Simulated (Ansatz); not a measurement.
**Run report: ZrSe₂, geometry relaxation (part 2 of 2)**

Continued. System: ZrSe₂ (P-3m1, 3 atoms in the cell). Method: DFT r2SCAN+D3(BJ), scalar-relativistic, plane waves, PAW, no spin polarisation (Ansatz 0.2.0); cutoff 500 eV, 9×9×6 k-mesh, fixed occupations. The structure derives from an entry of the Crystallography Open Database.

Geometry of the input (Å; fractional positions):
```
3.7869  0.0000  0.0000
-1.8934  3.2795  0.0000
0.0000  0.0000  6.1726
Zr 0.0000  0.0000  0.0000
Se 0.3333  0.6667  0.2537
Se 0.6667  0.3333  0.7463
```

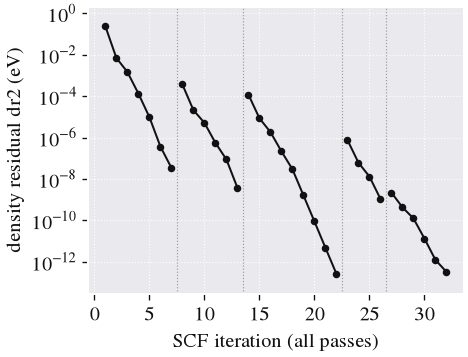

Fig. 1: Convergence of the self-consistent field: density residual dr2 against the SCF iteration. The dotted lines part the SCF passes of the relaxation: geometry steps, rejected trials and re-solves on a re-selected basis. The 5 passes take 4 to 9 iterations each, 32 in all.

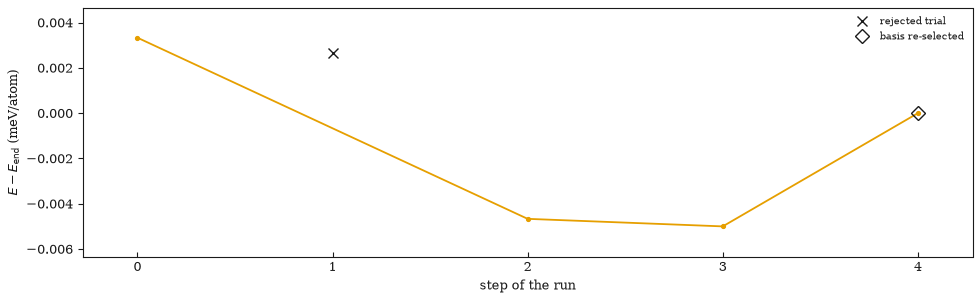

Fig. 2: Progress of the relaxation, step by step (the first geometry is step 0 here and step 1 in the log). The energy falls by next to nothing (0.0 meV per atom) in 3 geometry steps. The largest force component goes from 0.0015 to 0.00022 eV/Å. Pressure: −0.04 GPa at the start and 0.00 GPa at the end. The line search rejected the trial step at point 1 (counted from 0) and went back. The atoms keep their places relative to the cell (all moves are under 0.005 Å). A last SCF at the same geometry on a re-selected plane-wave basis shifts the energy by +0.0 meV per atom.

```
basis re-selected at this cell: Δ(F+E_penalty+E_count) = +1.434e-5 eV, ΔP = -0.000 GPa vs the last step (what re-selecting the basis moved, of the pressure what is left beyond the Pulay correction that the steps carried, after the strain that the cell walked since its last selection, with what the two solves' SCF thresholds leave and, on support functions, any second-order correction that the steps lacked; it is no measure of the basis error at this ecutwfc). The dense FFT grid was sized anew with the basis: this SCF ran on 30×30×45 points, the steps before it on 30×30×48, so part of this shift can come from that change (see relax.cell in the input reference). This SCF's stress stands 1.64e-3 GPa from its target on what of the cell is left free (relax.cell.stress_tol is 1.00e-2 GPa) and its largest allowed force component is 2.17e-4 eV/Å (relax.f_tol is 1.00e-3 eV/Å): within both
SCF converged after 6 iterations
Free energy (F): -15156.551599 eV
Harris-Foulkes:  -15156.551599 eV  (|F-HF|=7.28e-12)
Internal energy: -15156.551599 eV  (E = F + TS)
E sigma→0 (E₀):  -15156.551599 eV
Fermi energy:    8.642963 eV
--- Per-component energies (eV) ---
  E_band       = -927.739130
  E_kinetic    = 570.249568
  E_local      = -5828.162349  (includes V_loc(G=0)·N_el)
  E_nonlocal   = -1114.108438
  E_hartree    = 2755.221735
  E_xc         = -353.866973
  E_vxc        = -424.127550  (∫ρ·V_xc dr)
  E_paw        = -6819.428430  (= ΣΔE_a)
  E_vpaw       = 335.371628  (= ΣTr[D̂ρ^β])
  E_aug_tail   = -0.000404  (compensation charges beyond the density's cutoff)
  E_vtau       = 22.594936  (kinetic-family band-sum trace: ∫τ·v_τ [+ j·A + Jᵃ·Aᵃ] dr)
  E_ewald      = -4362.216394
  E_disp       = -0.545632  (pairwise vdW)
  E_core_change = -3.694282  (= ΣΔE_core)
  E_smearing   = -0.000000  (= −TS)
  E_closure    = -0.000000  (closes the sum)
  Σ components = -15156.551599   (vs F -15156.551599, Δ=0.00e0)
--- Forces (eV/Å), atoms counted from 1 ---
  atom   1  Zr     0.00000000     0.00000000     0.00000000
  atom   2  Se     0.00000000    -0.00000000    -0.00021691
  atom   3  Se     0.00000000     0.00000000     0.00021691
  max |Σ_I F_I| component: 0.00e0 eV/Å
--- Stress (GPa, compression-positive) ---
       -0.000455       0.000000       0.000000
        0.000000      -0.000455      -0.000000
        0.000000      -0.000000      -0.001639
  P = ⅓ Tr σ = -0.0008 GPa (-0.008 kbar)
--- Band table (eV; the first three rows and the last of 62) ---
  k-point 0: bands = ["-42.5565", "-38.9884", "-38.9884", "-38.9882", "-38.9882", "-38.9822", "-38.9820", "-38.9791", "-38.9791", "-38.9790", "-38.9790", "-19.8922", "-19.7795", "-19.7795", "-5.0829", "-3.7555", "3.8113", "5.8425", "5.8425", "8.5759", "8.5759", "8.6430", "9.9839", "9.9839", "10.4946", "13.1742", "13.1742"]
  k-point 1: bands = ["-42.5565", "-38.9885", "-38.9885", "-38.9881", "-38.9881", "-38.9822", "-38.9820", "-38.9791", "-38.9791", "-38.9790", "-38.9790", "-19.8923", "-19.7795", "-19.7795", "-5.0266", "-3.8440", "4.0254", "5.8558", "5.8558", "8.1005", "8.5283", "8.5283", "9.9769", "9.9769", "10.6930", "13.2753", "13.2753"]
  k-point 2: bands = ["-42.5565", "-38.9885", "-38.9885", "-38.9881", "-38.9881", "-38.9822", "-38.9821", "-38.9792", "-38.9792", "-38.9789", "-38.9789", "-19.8925", "-19.7795", "-19.7795", "-4.8827", "-4.0500", "4.5848", "5.8830", "5.8830", "7.1026", "8.4355", "8.4355", "9.9623", "9.9623", "10.8891", "13.4856", "13.4856"]
  k-point 61: bands = ["-42.5437", "-38.9885", "-38.9883", "-38.9883", "-38.9854", "-38.9816", "-38.9816", "-38.9787", "-38.9787", "-38.9787", "-38.9787", "-19.9134", "-19.9134", "-19.8371", "-3.8232", "-3.8232", "4.8243", "4.8243", "5.2355", "6.1553", "6.5328", "6.5328", "10.7782", "11.1466", "11.1466", "13.8156", "13.8156"]
--- Relaxed structure (4 steps of the walk, 3 accepted, 1 SCFs on fresh bases) ---
  F+E_penalty+E_count = -15156.55159941 eV   max|allowed force component| = 2.169e-4 eV/Å   (the final SCF, on the basis selected at the relaxed cell)
  cell:  # Å, volume = 76.5743 Å³
    - [3.78553620198682, 0.0, 4.578277513145248e-34]
    - [-1.89276810099341, 3.278370517866246, -9.08073765016517e-20]
    - [0.0, -1.7091539267636183e-19, 6.170180053878006]
  atoms:
    - { symbol: Zr, position: [-4.5913622975796353e-35, 0.0, 0.0] }
    - { symbol: Se, position: [0.3333333333333332, 0.6666666666666664, 0.25390019400853575] }
    - { symbol: Se, position: [0.6666666666666666, 0.3333333333333332, 0.7460998059914642] }
```

## Trajectory as extended XYZ (Å, eV, eV/Å), 5 frames, from step=1 to step=5
```
3
Lattice="3.7869 0.0000 0.0000 -1.8934 3.2795 0.0000 0.0000 0.0000 6.1726" Properties=species:S:1:pos:R:3:forces:R:3 step=1 energy=-15156.55159 pressure_GPa=-0.04
Zr    0.0000    0.0000    0.0000    0.0000   0.0000   0.0000
Se    0.0000    2.1863    1.5660    0.0000   0.0000   0.0015
Se    1.8934    1.0932    4.6066    0.0000   0.0000  -0.0015
3
Lattice="3.7832 0.0000 0.0000 -1.8916 3.2764 0.0000 0.0000 0.0000 6.1693" Properties=species:S:1:pos:R:3:forces:R:3 step=2 energy=-15156.55159 pressure_GPa=0.02 accepted=F
Zr    0.0000    0.0000    0.0000    0.0000   0.0000   0.0000
Se    0.0000    2.1842    1.5686    0.0000   0.0000  -0.0121
Se    1.8916    1.0921    4.6007    0.0000   0.0000   0.0121
3
Lattice="3.7852 0.0000 0.0000 -1.8926 3.2781 0.0000 0.0000 0.0000 6.1708" Properties=species:S:1:pos:R:3:forces:R:3 step=3 energy=-15156.55161 pressure_GPa=0.02
Zr    0.0000    0.0000    0.0000    0.0000   0.0000   0.0000
Se    0.0000    2.1854    1.5664    0.0000   0.0000   0.0039
Se    1.8926    1.0927    4.6044    0.0000   0.0000  -0.0039
3
Lattice="3.7855 0.0000 0.0000 -1.8928 3.2784 0.0000 0.0000 0.0000 6.1702" Properties=species:S:1:pos:R:3:forces:R:3 step=4 energy=-15156.55161 pressure_GPa=-0.00
Zr    0.0000    0.0000    0.0000    0.0000   0.0000   0.0000
Se    0.0000    2.1856    1.5666    0.0000   0.0000  -0.0002
Se    1.8928    1.0928    4.6036    0.0000   0.0000   0.0002
3
Lattice="3.7855 0.0000 0.0000 -1.8928 3.2784 0.0000 0.0000 0.0000 6.1702" Properties=species:S:1:pos:R:3:forces:R:3 step=5 energy=-15156.55160 pressure_GPa=-0.00
Zr    0.0000    0.0000    0.0000    0.0000   0.0000   0.0000
Se    0.0000    2.1856    1.5666    0.0000   0.0000  -0.0002
Se    1.8928    1.0928    4.6036    0.0000   0.0000   0.0002
```

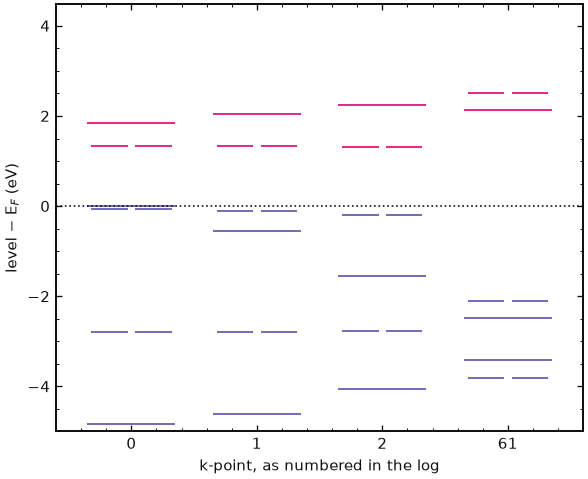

Fig. 3: Kohn–Sham levels near the Fermi level (dotted) at the few k-points that the log prints; levels within 0.02 eV of each other stand side by side. Among these points the highest filled and lowest empty levels are 1.32 eV apart; the gap on the full mesh, 0.64 eV, has an edge at a point that isn't printed.

## Summary

```csv
quantity,value
outcome,converged
space group (tolerance 0.01 Å),P-3m1 (164)
electrons treated,44
free energy,−15156.5516 eV
Fermi energy,8.643 eV
gap on the k-point mesh,0.64 eV
pressure,0.00 GPa
final volume,76.57 Å³
largest force (length of the vector) at the end,under 0.001 eV/Å
final cell,"a = 3.786 Å, b = 3.786 Å, c = 6.170 Å, α = 90.00°, β = 90.00°, γ = 120.00°"
wall time,32 s (CPU time 63 s)
peak memory,0.64 GiB
```

## Remarks

Notes on the run: the dispersion correction has no parameters fitted for this combination and takes those fitted for r2SCAN with other terms.
